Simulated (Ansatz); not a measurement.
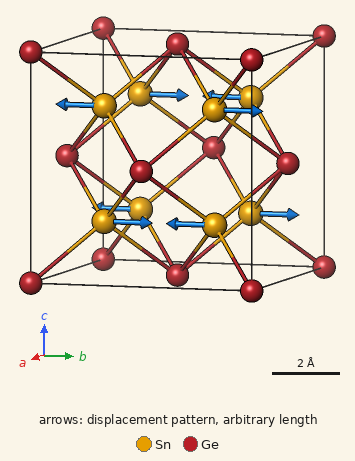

One vibrational mode of solid Sn₂Ge (a generated structure) at the zone centre. The blue arrows are the displacements of the atoms (eigenvector over the root of the mass), of arbitrary overall length and sign. A ball-and-stick model of the conventional cell (4 times the calculation's cell), seen slightly off an axis. Lengths and directions refer to the drawn axes.

All numbers below come from Ansatz, DFT PBE, scalar-relativistic, plane waves, PAW. (plane-wave cutoff 420 eV; k-point mesh 12 × 12 × 12; occupations fermi dirac; smearing width 0.15 eV; no spin polarisation)

The frequencies depend somewhat on the k-mesh and the smearing.

**Give the symmetry, activity and frequency of this mode.**

This is the T₂g mode (triply degenerate; one member of the set is drawn) at 83 cm⁻¹, the lowest optical level, Raman-active by symmetry. The Ge atoms stay at rest; all motion is along b; atoms of one kind move against one another, with no net shift of their sublattice.
